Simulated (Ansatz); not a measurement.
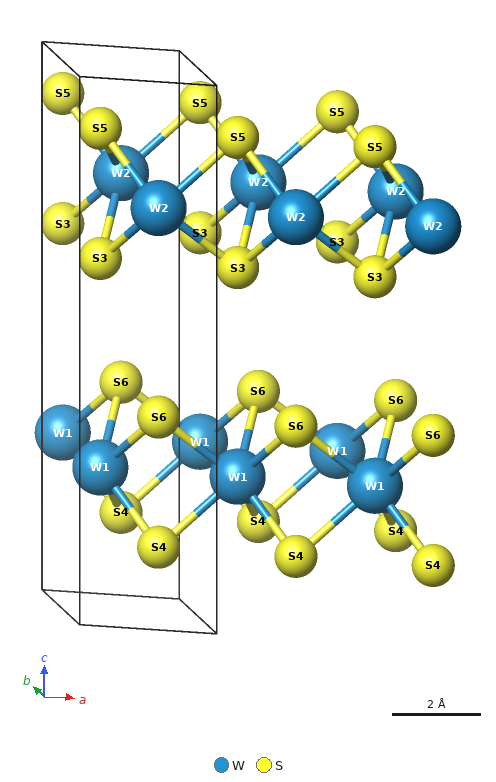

The structure (ball-and-stick view of the cell of the calculation, repeated 3 × 2 × 1, seen slightly off an axis; atoms are numbered from 1 in the order of the input). Near neighbours in the crystal (not all of them lie inside the picture): W has 6 S at 2.42 Å; S has 3 W at 2.42 Å.

# What a change does: single-point calculation on WS2

System: WS2 (P6₃/mmc, 6 atoms in the cell).
Method of run A: DFT r2SCAN, scalar-relativistic, plane waves, PAW, no spin polarisation (Ansatz 0.2.0).

The structure derives from a Materials Project entry. Text and figures count atoms from 1; the logs count them from 0 in places.

### The input, run A
```yaml
crystal:
  lattice:
    - [3.2452512936, 0.0, 0.0]
    - [-1.6226256468, 2.8104700619, 0.0]
    - [0.0, 0.0, 12.9618100303]
  atoms:
    - { symbol: W, position: [0.3333333333, 0.6666666667, 0.25] }
    - { symbol: W, position: [0.6666666667, 0.3333333333, 0.75] }
    - { symbol: S, position: [0.3333333333, 0.6666666667, 0.6312964578] }
    - { symbol: S, position: [0.6666666667, 0.3333333333, 0.1312964578] }
    - { symbol: S, position: [0.3333333333, 0.6666666667, 0.8687035422] }
    - { symbol: S, position: [0.6666666667, 0.3333333333, 0.3687035422] }
basis:
  ecutwfc: 500
kpoints:
  mp_grid: { grid: [12, 12, 2] }
  band_path: { path: [VBM, CBM], npoints: 2 }
hamiltonian:
  xc: r2scan
scf:
  occupations: { method: gaussian, width: 0.02 }
output:
  forces: true
  stress: true
  eigenvalues: true
checkpoint:
  read: start.run
  write: ck
  compress: false
  write_wavefunctions: false
  write_every: 100000
```

Command:
```bash
ansatz run input.yaml --threads 1 --pin off --max-ram 2560MiB --backend cpu --events-out ev --progress --plain --runs-dir out
```

Hardware: 1 thread of Arm Neoverse V1, 24 GiB of memory available, shared host.

### Output, shortened to warnings, some set-up lines, iterations and results (run A)
```
Basis set: ecut = 500 eV, 2981 PW (Γ), exchange–correlation on 96×96×384 points (64 copies of the dense FFT grid, shifted against one another)
Symmetry: 24 space group operations
k-points: 38 of 288
Initial density: read from a saved state, or passed on in memory by an earlier SCF of this step, an earlier step, the calling program or the single point that the run made first
[...]
SCF iter   1: F=—  HF=-24423.225615 eV  |F-HF|=—  |Δ(HF+E_count)|=         —  Δρ=5.12e-7  dr2=3.10e-10  dr2_τ=1.27e-11  ethr=1.30e-7  ⟨swp⟩=4.2  Hψ=9526  notcnv=0
SCF iter   2: F=-24423.225615 eV  HF=-24423.225615 eV  |F-HF|=0.00e0  |Δ(HF+E_count)|=  1.46e-11  Δρ=2.31e-7  dr2=6.33e-11  dr2_τ=1.52e-11  ethr=1.00e-12  ⟨swp⟩=7.4  Hψ=5522  …
SCF 1 converged in 2 iterations: F = -24423.225615 eV  dr2 = 6.33e-11
NSCF: frozen V_eff on 28 k-points
NSCF: frozen V_eff on 28 k-points
NSCF: frozen V_eff on 28 k-points
NSCF: frozen V_eff on 3 k-points
NSCF: frozen V_eff on 6 k-points
NSCF: frozen V_eff on 6 k-points
NSCF: frozen V_eff on 6 k-points
NSCF: frozen V_eff on 6 k-points
NSCF: frozen V_eff on 3 k-points
NSCF: frozen V_eff on 3 k-points
SCF converged after 2 iterations
Free energy (F): -24423.225615 eV
Harris-Foulkes:  -24423.225615 eV  (|F-HF|=0.00e0)
Internal energy: -24423.225615 eV  (E = F + TS)
E sigma→0 (E₀):  -24423.225615 eV
Fermi energy:    10.423457 eV
--- Per-component energies (eV) ---
  E_band       = -498.361726
  E_kinetic    = 1327.969481
  E_local      = -4023.824907  (includes V_loc(G=0)·N_el)
  E_nonlocal   = 115.345417
  E_hartree    = 1610.811274
  E_xc         = -864.559154
  E_vxc        = -897.084815  (∫ρ·V_xc dr)
  E_paw        = -19624.128749  (= ΣΔE_a)
  E_vpaw       = -286.912786  (= ΣTr[D̂ρ^β])
  E_aug_tail   = -0.000095  (compensation charges beyond the density's cutoff)
  E_vtau       = 44.523522  (kinetic-family band-sum trace: ∫τ·v_τ [+ j·A + Jᵃ·Aᵃ] dr)
  E_ewald      = -2963.223919
  E_core_change = -1.614965  (= ΣΔE_core)
  E_smearing   = -0.000000  (= −TS)
  E_closure    = 0.000000  (closes the sum)
  Σ components = -24423.225615   (vs F -24423.225615, Δ=0.00e0)
--- Forces (eV/Å), atoms counted from 1 ---
  atom   1  W     -0.00000000     0.00000000     0.00000000
  atom   2  W     -0.00000000    -0.00000000     0.00000000
  atom   3  S      0.00000000     0.00000000     0.00010547
  atom   4  S      0.00000000    -0.00000000     0.00010547
  atom   5  S     -0.00000000     0.00000000    -0.00010547
  atom   6  S      0.00000000    -0.00000000    -0.00010547
  max |Σ_I F_I| component: 5.78e-18 eV/Å
--- Stress (GPa, compression-positive) ---
       -5.465981       0.000000       0.000000
        0.000000      -5.465981       0.000000
        0.000000       0.000000      -0.001130
  P = ⅓ Tr σ = -3.6444 GPa (-36.444 kbar)
```

For run B the input was changed thus:
```diff
-  ecutwfc: 500
+  ecutrho_ratio: 8
-  band_path: { path: [VBM, CBM], npoints: 2 }
-checkpoint:
-  read: start.run
-  write: ck
-  compress: false
-  write_wavefunctions: false
-  write_every: 100000
```

How does run B compare with run A?

The energy doesn't change within 0.01 meV per atom.

### Output, shortened to warnings, some set-up lines, iterations and results (run B)
```
Basis set: ecut = 500 eV, 2981 PW (Γ), exchange–correlation on 144×144×540 points (64 copies of the dense FFT grid, shifted against one another)
Symmetry: 24 space group operations
k-points: 38 of 288
Initial density: superposition of atomic densities (neutral atoms: chi_scale 0, normalization atom), corrected by the library's trained network
[...]
SCF iter   1: F=—  HF=-24423.095232 eV  |F-HF|=—  |Δ(HF+E_count)|=         —  Δρ=7.33e-3  dr2=4.16e-2  dr2_τ=1.50e-1  ethr=1.77e-3  ⟨swp⟩=6.8  Hψ=5805  notcnv=0
SCF iter   2: F=—  HF=-24423.219065 eV  |F-HF|=—  |Δ(HF+E_count)|=   1.24e-1  Δρ=4.25e-3  dr2=1.35e-2  dr2_τ=2.09e-3  ethr=8.01e-5  ⟨swp⟩=2.8  Hψ=2459  notcnv=0  defer=60
SCF iter   3: F=—  HF=-24423.222647 eV  |F-HF|=—  |Δ(HF+E_count)|=   3.58e-3  Δρ=2.41e-3  dr2=3.05e-3  dr2_τ=4.26e-4  ethr=2.60e-5  ⟨swp⟩=2.1  Hψ=1668  notcnv=0  defer=60
SCF iter   4: F=—  HF=-24423.225580 eV  |F-HF|=—  |Δ(HF+E_count)|=   2.93e-3  Δρ=2.63e-4  dr2=1.14e-4  dr2_τ=6.24e-6  ethr=5.87e-6  ⟨swp⟩=2.0  Hψ=2008  notcnv=0  defer=60
SCF iter   5: F=—  HF=-24423.225613 eV  |F-HF|=—  |Δ(HF+E_count)|=   3.33e-5  Δρ=6.52e-5  dr2=1.33e-5  dr2_τ=3.18e-7  ethr=2.19e-7  ⟨swp⟩=2.3  Hψ=1848  notcnv=0  defer=60
SCF iter   6: F=—  HF=-24423.225623 eV  |F-HF|=—  |Δ(HF+E_count)|=   1.01e-5  Δρ=1.65e-5  dr2=7.86e-7  dr2_τ=2.85e-8  ethr=2.56e-8  ⟨swp⟩=2.0  Hψ=1732  notcnv=0  defer=60
SCF iter   7: F=-24423.225624 eV  HF=-24423.225624 eV  |F-HF|=5.64e-9  |Δ(HF+E_count)|=   3.11e-7  Δρ=2.61e-6  dr2=6.87e-9  dr2_τ=7.25e-10  ethr=1.92e-10  ⟨swp⟩=10.2  Hψ=6109 …
SCF 1 converged in 7 iterations: F = -24423.225624 eV  dr2 = 6.87e-9
SCF converged after 7 iterations
Free energy (F): -24423.225624 eV
Harris-Foulkes:  -24423.225624 eV  (|F-HF|=5.64e-9)
Internal energy: -24423.225624 eV  (E = F + TS)
E sigma→0 (E₀):  -24423.225624 eV
Fermi energy:    10.423469 eV
--- Per-component energies (eV) ---
  E_band       = -498.361635
  E_kinetic    = 1327.969367
  E_local      = -4023.822813  (includes V_loc(G=0)·N_el)
  E_nonlocal   = 115.345288
  E_hartree    = 1610.809256
  E_xc         = -864.559253
  E_vxc        = -897.084989  (∫ρ·V_xc dr)
  E_paw        = -19624.128583  (= ΣΔE_a)
  E_vpaw       = -286.912622  (= ΣTr[D̂ρ^β])
  E_aug_tail   = -0.000002  (compensation charges beyond the density's cutoff)
  E_vtau       = 44.523528  (kinetic-family band-sum trace: ∫τ·v_τ [+ j·A + Jᵃ·Aᵃ] dr)
  E_ewald      = -2963.223919
  E_core_change = -1.614965  (= ΣΔE_core)
  E_smearing   = -0.000000  (= −TS)
  E_closure    = 0.000000  (closes the sum)
  Σ components = -24423.225624   (vs F -24423.225624, Δ=0.00e0)
--- Forces (eV/Å), atoms counted from 1 ---
  atom   1  W     -0.00000000     0.00000000     0.00000000
  atom   2  W      0.00000000    -0.00000000     0.00000000
  atom   3  S      0.00000000     0.00000000     0.00006650
  atom   4  S      0.00000000    -0.00000000     0.00006650
  atom   5  S      0.00000000     0.00000000    -0.00006650
  atom   6  S     -0.00000000    -0.00000000    -0.00006650
  max |Σ_I F_I| component: 2.31e-18 eV/Å
--- Stress (GPa, compression-positive) ---
       -5.465940       0.000000       0.000000
        0.000000      -5.465940       0.000000
        0.000000       0.000000      -0.001108
  P = ⅓ Tr σ = -3.6443 GPa (-36.443 kbar)
```

### The two runs side by side

```tsv
quantity	run A	run B
outcome	converged	converged
free energy per atom (eV)	−4070.5376	−4070.5376
gap on the mesh (eV)	0.91	0.91
pressure (GPa)	−3.64	−3.64
largest force (eV/Å)	0.000	0.000
irreducible k-points	38	38
plane waves at Γ	2981	2981
wall time (shared host)	35 s	25 s
```

For both runs: Spin–orbit coupling is left out, which matters for W.
